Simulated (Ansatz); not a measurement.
# Ir: geometry relaxation

The run: geometry relaxation of Ir (Fm-3m, 1 atom in the cell). Method and program: DFT, r2SCAN, paw_fr (Ansatz 0.2.0).

The structure derives from an entry of the Crystallography Open Database.

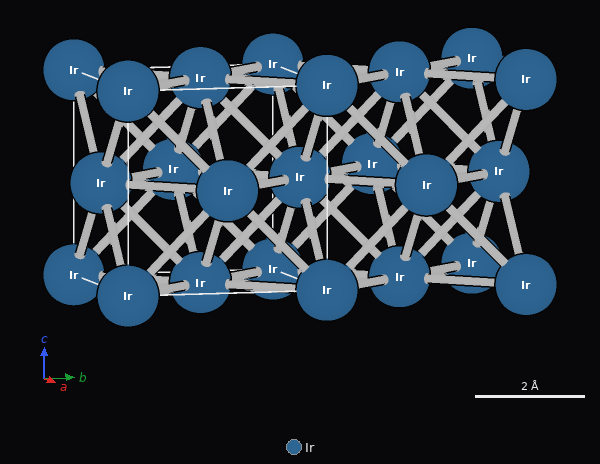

**Figure 1.** The structure as given in the input (ball-and-stick view of the cell 4 times as large as that of the calculation, set on its symmetry axes, repeated 1 × 2 × 1, seen slightly off an axis). Near neighbours in the crystal (not all of them lie inside the picture): Ir has 12 Ir at 2.68 Å.

**What the run reported**

```csv
quantity,value
outcome,refused by the program
space group (tolerance 0.01 Å),Fm-3m (225)
hardware,"1 CPU thread, shared host"
```

**Diagnosis**

The program refused the input: “inconsistent input (hamiltonian.pseudopotentials.kind, magnetization.spin_orbit): the fully-relativistic kinds (nc_fr, paw_fr) need magnetization.spin_orbit typed: magnetization: { noncollinear: true, spin_orbit: true } applies the coupling …”

**Input file**
```yaml
crystal:
  lattice:
    - [0.0, 1.89553052, 1.89553052]
    - [1.89553052, 0.0, 1.89553052]
    - [1.89553052, 1.89553052, 0.0]
  atoms:
    - { symbol: Ir, position: [0.0, 0.0, 0.0] }
  symmetry: { detect: false }
kpoints:
  mp_grid: { grid: [8, 8, 8], shift: [0, 0, 0] }
magnetization:
  spin_polarized: true
scf:
  occupations: { method: fermi_dirac }
hamiltonian:
  pseudopotentials: { kind: paw_fr }
  xc: r2scan
basis:
  ecutwfc: 500
output:
  forces: true
  stress: true
  eigenvalues: true
relax:
  max_steps: 40
  cell: {}
```

Launch command:
```bash
ansatz run input.yaml --threads 1 --pin off --max-ram 2560MiB --backend cpu --events-out ev --progress --plain --runs-dir out
```

**Output**
```
Error: inconsistent input (hamiltonian.pseudopotentials.kind, magnetization.spin_orbit): the fully-relativistic kinds (nc_fr, paw_fr) need magnetization.spin_orbit typed: magnetization: { noncollinear: true, spin_orbit: true } applies the coupling; spin_orbit: false beside nc_fr applies each fully relativistic record as the j-weighted average of its two branches, but reads the scalar-relativistic one where a file holds both, unless the label behind the path ends in -fr, and beside paw_fr reads scalar-relativistic records; without the coupling scalar-relativistic files take the matching kind (nc, paw)
```
